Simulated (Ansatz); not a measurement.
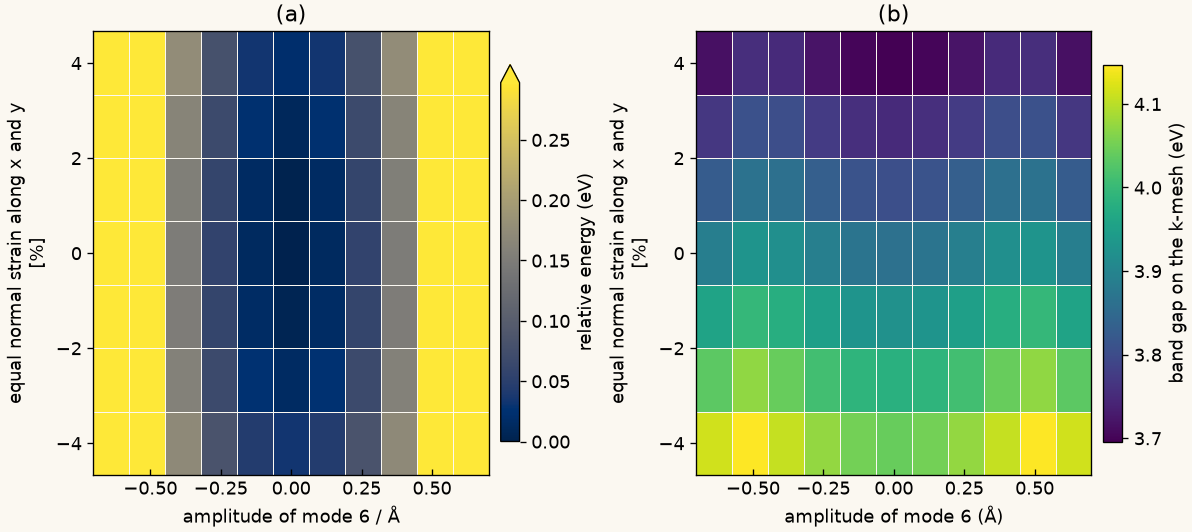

KI (Fm-3m, No. 225; 2 atoms in the cell). The energy is mapped over a normal mode and a strain (zone-centre modes of the 2-atom cell of this scan) (x, y and z along the cube axes). First axis: amplitude of mode 6 (89 cm⁻¹), largest displacement in the unstrained cell. Second axis: equal normal strain along x and y. Nothing is relaxed (the pattern is fixed in fractional coordinates). The scan uses an 11 × 7 grid; 42 points were computed and 35 follow by symmetry. Points are written as (first, second). Energies: eV per cell, counted from the lowest grid point. These are results of DFT PBE, scalar-relativistic, plane waves, PAW (Ansatz), not measurements. Settings: cutoff 420 eV, k-mesh 6×6×6, gaussian smearing 0.05 eV, no spin polarisation.

Panel (a) is the energy and panel (b) the computed band gap on the k-mesh on the same grid.

Drawn: one coloured cell a grid point, one colour for all values above the top of the scale.

> How does the band gap on the k-mesh vary over the map, and what is it at the lowest grid point?

It runs from 3.70 eV at (0.000 Å, 4.00 %) to 4.15 eV at (−0.510 Å, −4.00 %). At the lowest grid point, (0.000 Å, 0.00 %), it is 3.86 eV.

```
second ↓, first →  −0.638  −0.510  −0.383  −0.255  −0.128  0.000  0.128  0.255  0.383  0.510  0.638
             4.00    3.71    3.75    3.75    3.72    3.70   3.70   3.70   3.72   3.75   3.75   3.71
             2.67    3.77    3.81    3.80    3.77    3.76   3.75   3.76   3.77   3.80   3.81   3.77
             1.33    3.83    3.87    3.86    3.83    3.81   3.81   3.81   3.83   3.86   3.87   3.83
             0.00    3.89    3.93    3.92    3.89    3.87   3.86   3.87   3.89   3.92   3.93   3.89
            −1.33    3.96    4.00    3.98    3.95    3.93   3.92   3.93   3.95   3.98   4.00   3.96
            −2.67    4.03    4.07    4.04    4.01    3.99   3.98   3.99   4.01   4.04   4.07   4.03
            −4.00    4.12    4.15    4.11    4.07    4.05   4.04   4.05   4.07   4.11   4.15   4.12
```
